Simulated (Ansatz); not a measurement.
**Single-point calculation of TaN (part 2 of 2)**

The same run, continued: TaN (2 atoms in the cell); DFT r2SCAN+U, scalar-relativistic, plane waves, PAW, Ueff = 3 eV on Ta atom 1 d, spin-polarised (Ansatz 0.2.0); cutoff 500 eV, 7×7×7 k-mesh, Gaussian smearing of 0.05 eV, collinear spins. The structure derives from an entry of the Crystallography Open Database. It belongs to a series of runs on one base structure; here: from atoms, default search.

### Output, continued
```
SCF iter   1: F=-10327.051052 eV  HF=-10325.770096 eV  |F-HF|=1.28e0  |Δ(HF+E_count)|=         —  Δρ=6.54e-2 (↑6.26e-2 ↓6.54e-2)  dr2=5.51e-1  dr2_τ=1.31e-1  dr2_m=6.60e-1  M=0.964 μB ∫|m|=1.420 μB  β_m=0.44  ethr=3.06e-3  ⟨swp⟩=1.0  Hψ=38141  notcnv=0
preconditioner: auto → none  [insulator: Δε(μ)=0.099 eV  Ē_g=14.352 eV  σ=0.050 eV  W_gap=0.83  n_scr=8 (ndim 8)  ℏωp=25.3 eV  f_vac=0.000  D(μ)=0.36/eV (n_scr^D=0)  ε∞_Penn≈4.1]
SCF iter   2: F=-10327.752898 eV  HF=-10326.709324 eV  |F-HF|=1.04e0  |Δ(HF+E_count)|=   9.39e-1  Δρ=4.78e-2 (↑4.78e-2 ↓4.54e-2)  dr2=1.27e-1  dr2_τ=1.03e-2  dr2_m=3.60e-1  M=0.558 μB ∫|m|=1.079 μB  β_m=0.39  ethr=3.06e-3  ⟨swp⟩=2.5  Hψ=8918  notcnv=0  κ⁻¹=1.0e0(r=1)
SCF iter   3: F=-10328.165327 eV  HF=-10327.532141 eV  |F-HF|=6.33e-1  |Δ(HF+E_count)|=         —  Δρ=3.38e-2 (↑3.38e-2 ↓3.23e-2)  dr2=7.00e-2  dr2_τ=2.68e-3  dr2_m=1.81e-1  M=0.196 μB ∫|m|=0.686 μB  β_m=0.36  ethr=7.05e-4  ⟨swp⟩=2.2  Hψ=9441  notcnv=0  defer=352
Mixer restart at iter 3: flushing history
SCF iter   4: F=-10328.236882 eV  HF=-10327.873555 eV  |F-HF|=3.63e-1  |Δ(HF+E_count)|=   3.41e-1  Δρ=2.41e-2 (↑2.41e-2 ↓2.33e-2)  dr2=3.64e-2  dr2_τ=9.73e-4  dr2_m=9.19e-2  M=0.157 μB ∫|m|=0.573 μB  β_m=0.30  ethr=3.89e-4  ⟨swp⟩=2.2  Hψ=7242  notcnv=0  defer=394  κ⁻¹=1.0e0(r=1)
SCF iter   5: F=-10328.394253 eV  HF=-10328.366308 eV  |F-HF|=2.79e-2  |Δ(HF+E_count)|=   4.93e-1  Δρ=1.08e-2 (↑1.08e-2 ↓9.51e-3)  dr2=2.51e-3  dr2_τ=2.83e-4  dr2_m=1.96e-2  M=0.012 μB ∫|m|=0.207 μB  β_m=0.33  ethr=2.02e-4  ⟨swp⟩=2.2  Hψ=10573  notcnv=0  defer=473  κ⁻¹=5.5e-3(r=2)
SCF iter   6: F=-10328.402763 eV  HF=-10328.390331 eV  |F-HF|=1.24e-2  |Δ(HF+E_count)|=   2.40e-2  Δρ=8.21e-3 (↑8.21e-3 ↓7.81e-3)  dr2=8.23e-4  dr2_τ=1.92e-4  dr2_m=1.24e-2  M=0.011 μB ∫|m|=0.151 μB  β_m=1.00  ethr=1.39e-5  ⟨swp⟩=2.6  Hψ=10158  notcnv=0  defer=504  κ⁻¹=5.4e-3(r=3)
SCF iter   7: F=-10328.410548 eV  HF=-10328.409982 eV  |F-HF|=5.66e-4  |Δ(HF+E_count)|=   1.97e-2  Δρ=1.57e-3 (↑1.14e-3 ↓1.57e-3)  dr2=3.63e-4  dr2_τ=3.57e-5  dr2_m=2.95e-4  M=0.007 μB ∫|m|=0.039 μB  β_m=0.43  ethr=4.57e-6  ⟨swp⟩=3.1  Hψ=10641  notcnv=0  defer=505  κ⁻¹=6.6e-4(r=4)
SCF iter   8: F=-10328.410992 eV  HF=-10328.410609 eV  |F-HF|=3.82e-4  |Δ(HF+E_count)|=   6.27e-4  Δρ=5.80e-4 (↑5.80e-4 ↓5.42e-4)  dr2=7.54e-5  dr2_τ=1.67e-6  dr2_m=3.57e-5  M=0.001 μB ∫|m|=0.015 μB  β_m=1.00  ethr=2.02e-6  ⟨swp⟩=2.3  Hψ=8533  notcnv=0  defer=511  κ⁻¹=2.7e-4(r=5)
WARN: the starting moments were not kept: the SCF closed with an absolute magnetisation of 8.5e-6 μB, where they sum to 2 μB in size (1 site). That is at most 0.1 of that sum. Measured as dr2_m measures the in/out step, that magnetisation stands 1.6e-11 eV from none, at or under the dr2_threshold of 1.0e-7 eV: it is no larger than a step whose dr2_m would equal this threshold. The system may hold no moment; this SCF shows only that its start led to no more than that. To try another start: raise the starting moments (crystal.atoms[].spin, magnetization.per_species, magnetization.initial_magnetization, or on a non-collinear deck that types none of these the spinor_matrix: blocks that start its atoms; where the total moment is fixed, keep their sum and leave initial_magnetization as it is; typed ones take the place of any that the run laid by itself, positive ones on a crystal's lanthanoids without a Hubbard term where scf.initial_density.shell_occupations: [] is typed) or, if the notice of its spin-set hold's release reads "site moments contracting" or "site moments show no strong build", lengthen the hold (scf.mixing.spin_hold: { on: { confirm: 4 } }; for m-r²SCAN on two components see the key's manual first). Each may lead to a state that holds a moment. A second SCF, from the converged charge density, with the starting moments and any scf.initial_density.shell_occupations laid on it anew, would have followed, and was not run: the deck does not ask for one (magnetization.retry_lost_moments is false, the default). To let it run, set magnetization.retry_lost_moments: true and run the deck again, where that key's refused combinations let it; where memory then withholds it, that run's warning says so.
this state was not tested for a lower state beside it, because the mixer in use, unlike msr1, does not test its closes by its own steps (another_mixer; see scf.mixing.algorithm and scf.lower_state_search)
SCF converged after 20 iterations
Magnetization: 0.0000 μB (9.0000 up, 9.0000 down)
Absolute magnetization: 0.0000 μB (∫|ρ↑−ρ↓|, with the PAW one-centre terms)
Spin contamination: 0.0000 ħ² per cell (⟨S²⟩ above its minimum at these occupations)
Per-site moments (μB) at R_I (Å): [(1.3205936632119322e-6, 0.9182373180157438), (-1.622313027878487e-6, 0.9182373180157438)]
Free energy (F): -10328.411114 eV
Harris-Foulkes:  -10328.411114 eV  (|F-HF|=2.36e-11)
Internal energy: -10328.410666 eV  (E = F + TS)
E sigma→0 (E₀):  -10328.410890 eV
Entropy (-TS):   -0.000448 eV (-0.224 meV/atom)
Fermi energy:    20.405501 eV
--- Per-component energies (eV) ---
  E_band       = -67.265420
  E_kinetic    = 501.551269
  E_local      = -603.599018  (includes V_loc(G=0)·N_el)
  E_nonlocal   = 59.333388
  E_hartree    = 203.814876
  E_xc         = -265.948929
  E_vxc        = -308.650185  (∫ρ·V_xc dr)
  E_hubbard    = 3.363204  (on-site DFT+U / exact-exchange correction)
  E_vhub       = 1.196464  (the Hubbard potential's part of the band-sum identity)
  E_paw        = -8552.117403  (= ΣΔE_a)
  E_vpaw       = -140.527257  (= ΣTr[D̂ρ^β])
  E_aug_tail   = 0.000081  (compensation charges beyond the density's cutoff)
  E_vtau       = 15.800077  (kinetic-family band-sum trace: ∫τ·v_τ [+ j·A + Jᵃ·Aᵃ] dr)
  E_ewald      = -1674.022290
  E_core_change = -0.785845  (= ΣΔE_core)
  E_smearing   = -0.000448  (= −TS)
  E_closure    = 0.000000  (closes the sum)
  Σ components = -10328.411114   (vs F -10328.411114, Δ=0.00e0)
--- Forces (eV/Å), atoms counted from 1 ---
  atom   1  Ta     0.00000000     0.00000000     0.00000000
  atom   2  N      0.00000000     0.00000000     0.00000000
  max |Σ_I F_I| component: 2.59e-16 eV/Å
--- Stress (GPa, compression-positive) ---
        2.860554       0.000000       0.000000
        0.000000       2.860554       0.000000
        0.000000       0.000000       2.272942
  P = ⅓ Tr σ = 2.6647 GPa (26.647 kbar)
--- Band table (eV; the first three rows and the last of 64) ---
  k-point 0 ↑: bands = ["-50.3330", "-15.9717", "-15.7297", "-15.7297", "1.5495", "15.5646", "15.5646", "15.7837", "17.2000", "22.7059", "24.1122", "24.1122", "25.1203", "25.1203"]
  k-point 1 ↑: bands = ["-50.3229", "-16.1606", "-15.7145", "-15.7145", "1.9603", "14.5011", "15.7395", "15.7395", "18.2760", "22.6541", "22.6541", "23.4263", "25.8105", "25.8105"]
  k-point 2 ↑: bands = ["-50.3000", "-16.5651", "-15.6804", "-15.6804", "2.9769", "12.4201", "16.1563", "16.1563", "20.3859", "21.1247", "21.1247", "25.0636", "25.3761", "25.3761"]
  k-point 31 ↓: bands = ["-50.1956", "-16.5808", "-16.4352", "-16.1776", "3.8003", "12.4450", "13.4645", "15.8981", "19.5743", "25.0961", "25.3524", "26.9184", "28.2022", "30.4975"]
Occupation matrices written to [file]
--- Löwdin populations: 2 sites ---
  site symbol       q [e]    m [muB]
     0     Ta     12.1381     0.0000
     1      N      5.7682    -0.0000
  spilling = 0.005204 (of n_electrons = 18.000000)
--- Occupation matrices: 1 shell (run DFT+U table (all-electron-ortho-atomic); ε = 3.61e-4) ---
  Ta0 d_5D: site group D3h (-6m2)
  Ta0 d_5D up     Tr n = 1.8433  λ = 0.261 0.261 0.416 0.416 0.491  [2× xz 0.50 E''(1.00) | 2× x2-y2 0.50 E'(1.00) | z2 1.00 A1'(1.00)]
  Ta0 d_5D dn     Tr n = 1.8433  λ = 0.261 0.261 0.416 0.416 0.491  [2× xz 0.50 E''(1.00) | 2× x2-y2 0.50 E'(1.00) | z2 1.00 A1'(1.00)]
  Tr n, λ and their labels are of the run-group-symmetrised matrices; stabiliser: 24 of 24 elements of G0×{1,Θ} (closed), max defect 7.0e-6 at τ = 7.7e-5
```

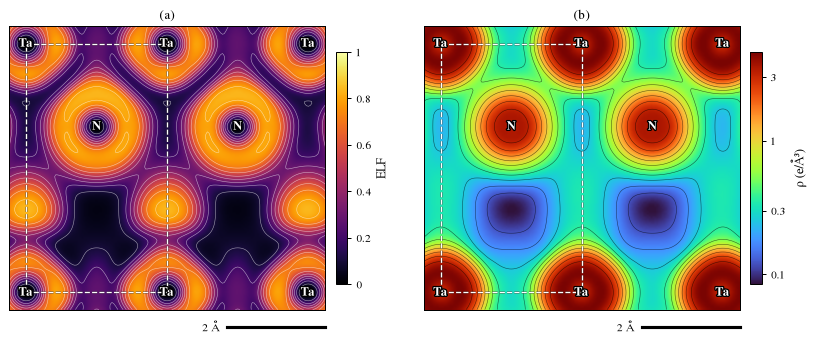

Figure 1. (a) ELF; (b) valence charge density (pseudo) on the (110) plane of the conventional cell. The section cuts through Ta and N sites. Ta–N (2.23 Å): ρ at the midpoint is about 0.53 e/Å³; the ELF is about 0.20 at the midpoint (no shared pair; the contact is polar). Ta–Ta (2.88 Å): ρ at the midpoint is about 0.29 e/Å³; the ELF is about 0.25 at the midpoint (no shared electron pair). Away from the nuclei the density in this plane falls to 0.08 e/Å³ at its lowest. The strong features right at Ta lie inside the PAW spheres (semicore, d or f shells) and say nothing about bonding. Core electrons are frozen (PAW), so the fields are smoothed inside the atomic spheres.

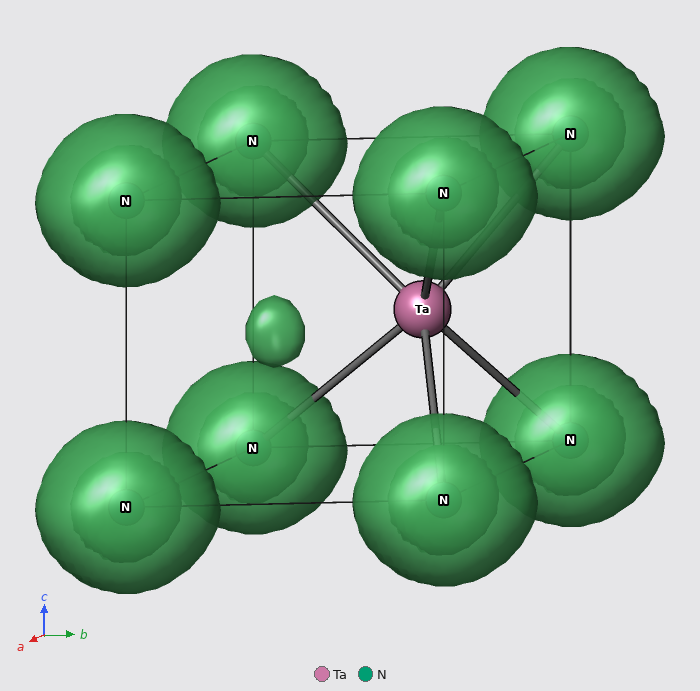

Figure 2. Isosurface of the ELF at 0.75 (green), seen slightly off an axis. Core shells and regions of very low density are left out. Sticks mark near contacts. The outline is the cell set on symmetry axes. Profiles from the grid: Ta–N (2.23 Å): the ELF is about 0.20 at the midpoint; a polar contact without a shared pair, in a metal. Ta–Ta (2.88 Å): the ELF is about 0.25 at the midpoint; no localised pair between them.

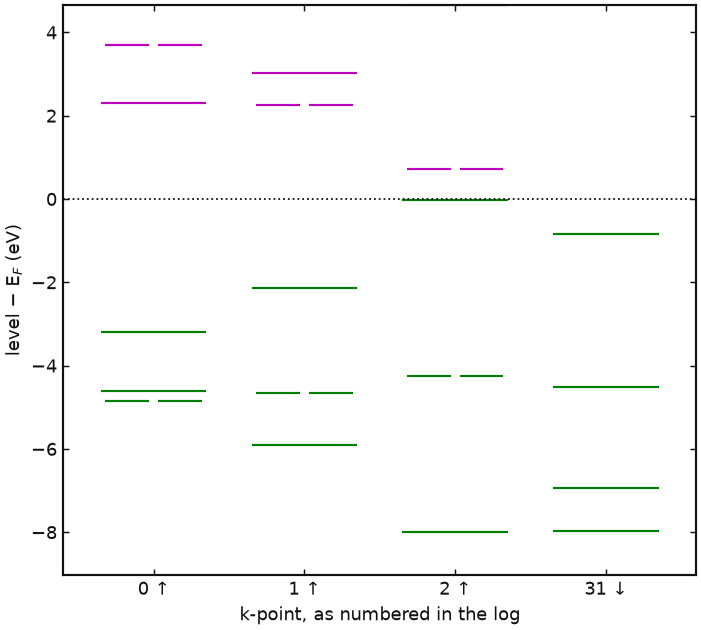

Figure 3. Kohn–Sham levels near the Fermi level (dotted) at the few k-points that the log prints; levels within 0.02 eV of each other stand side by side. The system is metallic on the full mesh.

The run was set up as follows.

### Input file
```yaml
crystal:
  lattice:
    - [2.93800111, 0.0, 0.0]
    - [-1.46900055, 2.5443836, 0.0]
    - [0.0, 0.0, 2.88300221]
  atoms:
    - { symbol: Ta, position: [0.3333333333, 0.6666666667, 0.5], spin: 2.0 }
    - { symbol: "N", position: [0.0, 0.0, 0.0] }
basis:
  ecutwfc: 500
  ecutrho_ratio: 4
kpoints:
  mp_grid: { grid: [7, 7, 7] }
hamiltonian:
  xc: r2scan
  hubbard: { sites: [{ site: 0, l: d, u_eff: 3.0 }] }
scf:
  occupations: { method: gaussian, width: 0.05 }
output:
  forces: true
  stress: true
  eigenvalues: true
  populations: true
  hubbard: { sites: [{ site: 0, l: d }] }
  write_density: true
  write_potential: true
  elf: true
  volumetric_format: npy
magnetization:
  spin_polarized: true
```

Run as:
```bash
ansatz run input.yaml --threads 2 --pin off --max-ram 3072MiB --backend cpu --events-out ev --progress --plain --runs-dir out
```

### Summary

- outcome: converged
- space group (tolerance 0.01 Å): P-6m2 (187)
- electrons treated: 18
- free energy: −10328.4111 eV
- Fermi energy: 20.406 eV
- gap on the k-point mesh: none (metallic)
- net moment of the cell: 0.00 μB
- integrated absolute moment: 0.00 μB
- pressure: 2.66 GPa
- largest force (length of the vector): under 0.001 eV/Å
- hardware: 2 threads of Arm Neoverse V2, 24 GiB of memory available, shared host
- wall time: 19 s (CPU time 36 s)
- peak memory: 0.52 GiB

### Notes

Warnings of the run: some starting moments were not kept; the state was not tested for a lower one. Spin–orbit coupling is left out, which matters for Ta.
